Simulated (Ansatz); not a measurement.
**A Fermi-surface study of Ta (Fm-3m)**

The calculation's input:

```yaml
crystal:
  lattice:
    - [0.0, 2.11, 2.11]
    - [2.11, 0.0, 2.11]
    - [2.11, 2.11, 0.0]
  atoms:
    - { symbol: Ta, position: [0.0, 0.0, 0.0] }
basis:
  ecutwfc: 420
kpoints:
  mp_grid: { grid: [16, 16, 16] }
hamiltonian:
  xc: pbesol
scf:
  occupations: { method: gaussian, width: 0.05 }
output:
  forces: true
  eigenvalues: true
  eigenstates:
    nscf_kmesh: { grid: [34, 34, 34] }
    top_band: c6
    de_dk: true
    localisation: false
  stress: true
checkpoint:
  write: ck
  compress: false
  write_wavefunctions: false
  write_every: 100000
```

Command:

```sh
ansatz run input.yaml --threads 1 --pin off --max-ram 3072MiB --backend cpu --events-out ev --progress --plain --runs-dir out
```

Method: Ansatz, DFT PBEsol, scalar-relativistic, plane waves, PAW; levels and slopes on a dense k mesh at the converged density. No spin polarisation. k mesh for the levels: 34×34×34. Cell and positions as given, without relaxation (residual pressure −6 GPa).

Part 1: The sheets

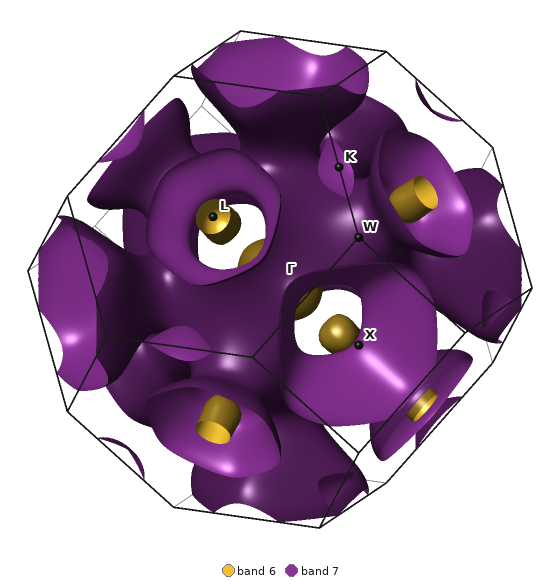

Computed Fermi surface of this crystal. Each colour is one band. The brighter face of a sheet looks towards empty states.

What does each sheet look like, and where are the electron and hole pockets?

Answer. Two bands cross the Fermi level; this is a three-dimensional metal.

Band 6: one hole pocket centred at Γ (0.79 % of the zone) and four hole pockets centred at L (each 0.17 % of the zone).
Band 7: a sheet that is open in all directions, neither an electron nor a hole pocket.
A pocket cut by a face of the zone is counted once with the part on the opposite face.

What does the calculation give for N(E_F) and the Drude plasma frequency?

Answer. The density of states at the Fermi level is 1.2 states/eV per primitive cell. The intraband plasma frequency is 7.6 eV in all directions.

Part 2: Speeds

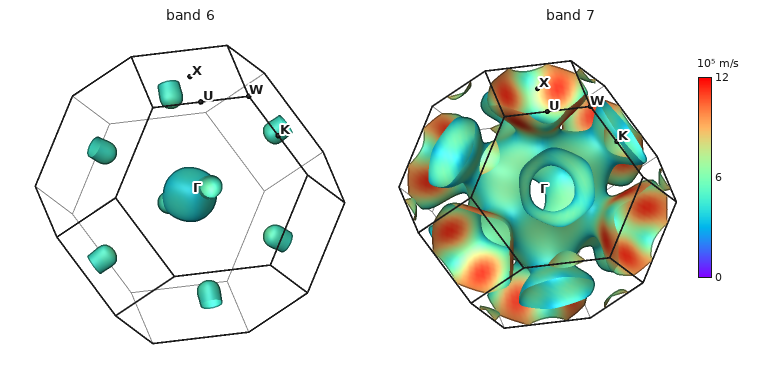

Fermi surface of this crystal, coloured by the Fermi speed.

How fast are the electrons on each sheet?

Answer. Band 6: 3.8 to 5.7 × 10⁵ m/s over most of the sheet, 4.6 × 10⁵ m/s on average over states. Band 7: 3.9 to 11 × 10⁵ m/s over most of the sheet, 5.8 × 10⁵ m/s on average over states.

Which of these bands adds most to the density of states at the Fermi level?

Answer. Band 7, with 1.1 of 1.2 states/eV per cell.

Part 3: Cuts and bands

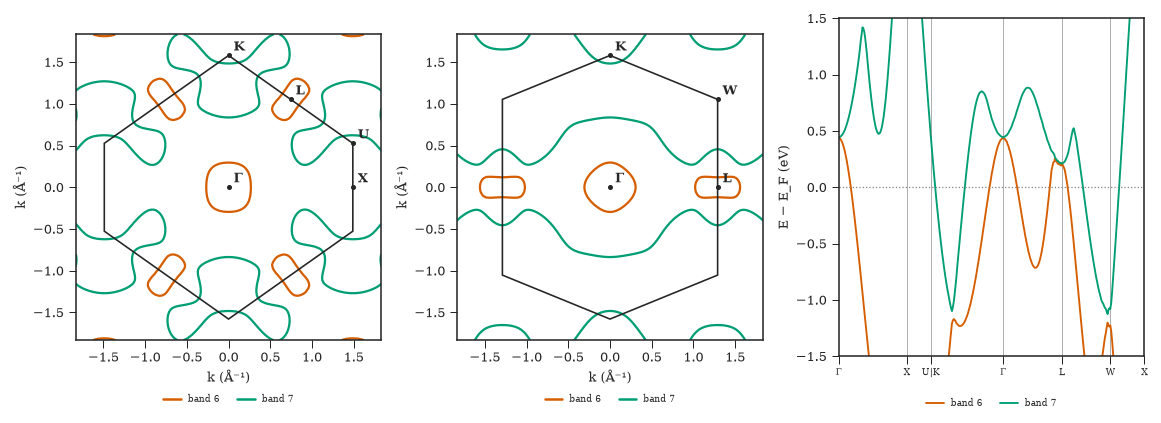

This crystal: cuts through the Fermi surface in the plane through Γ, X and L and the plane through Γ, L and W, and the bands that cross the Fermi level.

Give each band's level at the labelled points, in eV from the Fermi level.

Answer.
```
  band      Γ      X      L
band 6  +0.44  below  +0.21
band 7  +0.44  above  +0.21
```

Negative values are filled states; "above" and "below" lie outside the plotted window.

Spin-orbit coupling is left out; with Ta it can split, shift or remove sheets. Necks and pockets thinner than about two mesh steps aren't resolved, so separate pockets may in truth be joined.

Cost: 12 s on 1 thread of Intel(R) Xeon(R) Platinum 8259CL CPU @ 2.50GHz (Skylake/Cascade Lake), on a shared host, peak memory 0.43 GiB.
